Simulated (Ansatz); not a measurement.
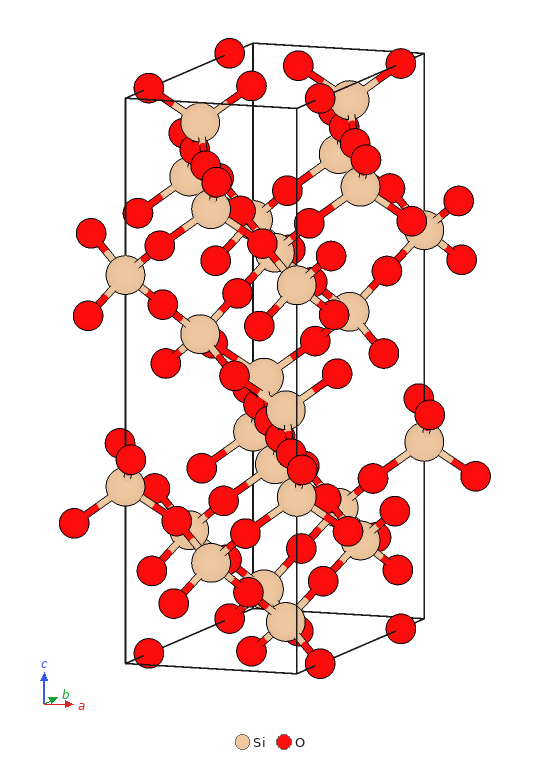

Ball-and-stick drawing of the structure, looking slightly off an axis. The parallelepiped is the conventional unit cell. Some neighbours outside the box are added.

SiO2, space group Fddd (No. 70), a = 4.68 Å, b = 9.35 Å, c = 14.65 Å, α = 90.00°, β = 90.00°, γ = 90.00°.

Level of theory and settings: DFT r2SCAN, scalar-relativistic, plane waves, PAW in Ansatz 0.2.0, wavefunction cutoff 500 eV, k-points about 0.26 Å⁻¹ apart, Gaussian smearing of 0.02 eV, no spin polarisation.

### Predict the gap.

An insulator at this level, with a gap of 6.52 eV.

### Which way would the volume go on relaxing?

The computed pressure is 3.0 GPa (compressed: it would expand).

The model was built from a structure listed in the Materials Project. Earlier steps of the study, as a rule a relaxation of our own, may have changed the cell and positions, so they can lie some per cent off the listed ones. It was run through Ansatz as a DFT input.
